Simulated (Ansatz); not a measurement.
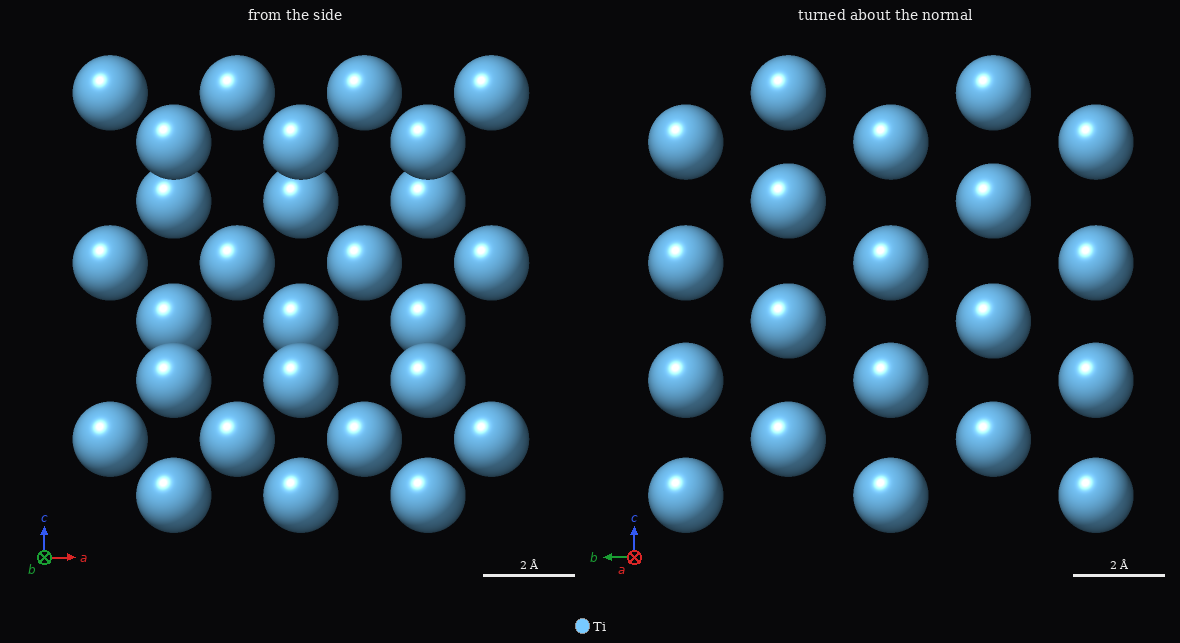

A spheres-only picture of a periodic slab, seen from the side and turned about the normal. The surface normal points up in side views; the vacuum is left out. 3×2 cells are drawn in the plane, with atoms at the edges repeated.

The cell holds 8 Ti. The slab was cut from bulk Ti (P6/mmm).

**How thick is it?**

About 9 Å from the lowest to the highest atom.

**State the number of planes and their content from above.**

Eight planes: Ti / Ti / Ti / Ti / Ti / Ti / Ti / Ti.

**What is the orientation of the surface?**

(1 0 0).

Calculation details: Ansatz 0.2.0, DFT PBEsol, scalar-relativistic, plane waves, PAW; E_cut = 420 eV, 12×8×1 k-mesh, Gaussian smearing of 0.1 eV, no spin polarisation.

**State the work functions.**

3.73 eV at the top and 3.50 eV at the bottom.

It derives from a structure listed in the Materials Project, from which a slab was cut. The atoms were relaxed in a fixed cell with Ansatz, DFT PBEsol, scalar-relativistic, plane waves, PAW.
